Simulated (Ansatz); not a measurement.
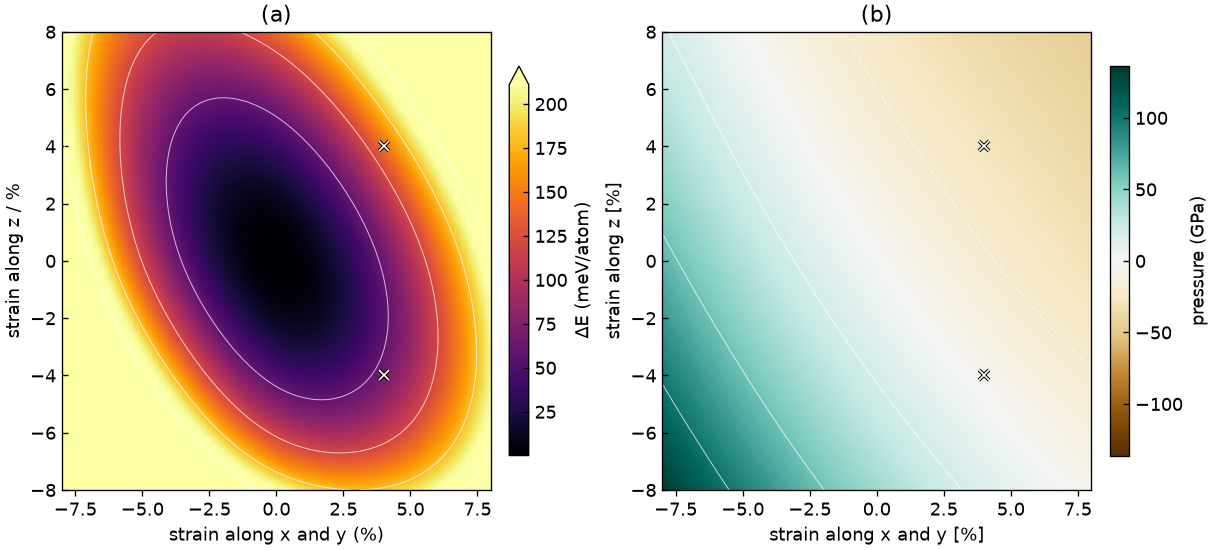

TaN (P6/mmm, No. 191; 6 atoms in the cell). The cell is strained homogeneously, by one strain along x and y and another along z, with fractional coordinates fixed (x along [1 0 0], z along [0 0 1] of the conventional cell). The first coordinate is: strain along x and y; the second: strain along z. Grid: 5 × 5 points. At 2 points there is no value. All energies are given in meV/atom relative to the lowest grid point. Computed with Ansatz, DFT PBEsol, scalar-relativistic, plane waves, PAW. Settings: cutoff 420 eV, k-mesh 12×12×16 in the order of the run's cell vectors, gaussian smearing 0.15 eV, no spin polarisation.

Panel (a) is the energy; panel (b) is the computed pressure, in GPa.

Drawn: a smooth colour map with a few white contour lines, crosses at grid points without a value, one colour for all values above the top of the scale. Between grid points the surface is interpolated.

How does the pressure vary over the map, and what is it at the lowest grid point?

Answer. It runs from −45 GPa at strain along x and y = 8 %, strain along z = 8 % to 136 GPa at strain along x and y = −8 %, strain along z = −8 %. At the lowest grid point, strain along x and y = 0 %, strain along z = 0 %, it is 0 GPa.
